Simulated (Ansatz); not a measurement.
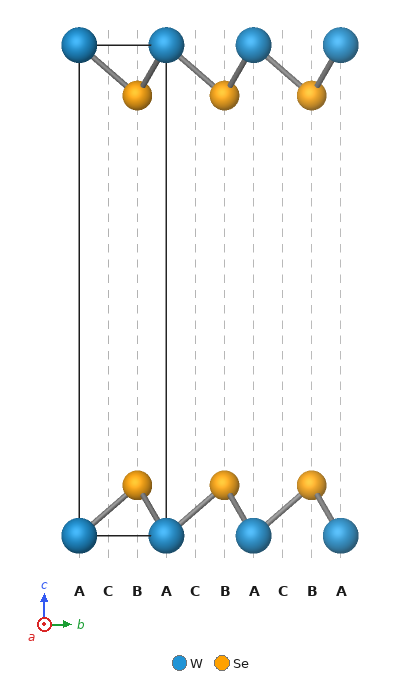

The picture looks along a close-packed row of the hexagonal mesh; c points upwards. The dashed lines mark the three columns A (0, 0), B (1/3, 2/3) and C (2/3, 1/3). The sequence starts with the first layer at or above the cell's origin.

WSe2 (space group P-6m2, No. 187): the end point of a relaxation at fixed volume with Ansatz, DFT r2SCAN, scalar-relativistic, plane waves, PAW.

> Read off the stacking sequence over one period.

W(A) – Se(B) – Se(B) (three layers in 16.16 Å).

> How are the Se layers alone stacked?

Se layers alone: BB, a sequence in which some neighbouring layers lie directly above each other.

> Which positions between or in the Se layers do the other atoms fill?

W: one trigonal-prismatic site, counted in one hexagonal cell. One of the two gaps between Se layers is empty, 12.84 Å wide.

> What short polytype symbol fits?

Polytype symbol 1H, the symbol of a layered MX2 polytype (number of slabs in the repeat and lattice).
